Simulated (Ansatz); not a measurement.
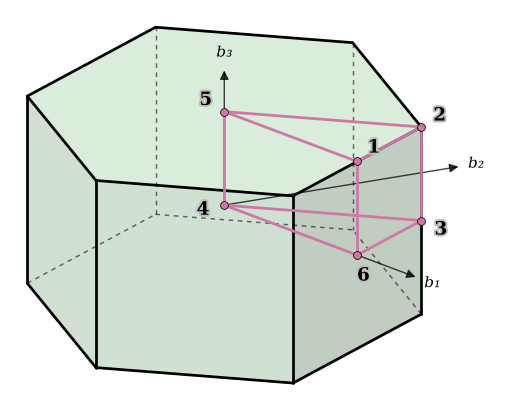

Crystal: Si₂Mo, coordinates from a relaxation with Ansatz, DFT, PBE, plane waves, PAW. The first Brillouin zone of a primitive hexagonal lattice (hP; extended symbol hP2) is drawn with its special points numbered. Symmetry computed with spglib at a tolerance of 0.002 Å; standard conventional cell.

a = 4.613 Å, b = 4.613 Å, c = 6.610 Å, α = 90.00°, β = 90.00°, γ = 120.00°.

Labels and path follow the convention of Hinuma et al. (2017), as computed by seekpath; the arrows show the directions of the reciprocal primitive vectors b₁, b₂, b₃, in which coordinates are given.

Q: Give the label and coordinates of each numbered point.

A:
| no. | label | coordinates |
| --- | --- | --- |
| 1 | L | (1/2, 0, 1/2) |
| 2 | H | (1/3, 1/3, 1/2) |
| 3 | K | (1/3, 1/3, 0) |
| 4 | Γ | (0, 0, 0) |
| 5 | A | (0, 0, 1/2) |
| 6 | M | (1/2, 0, 0) |
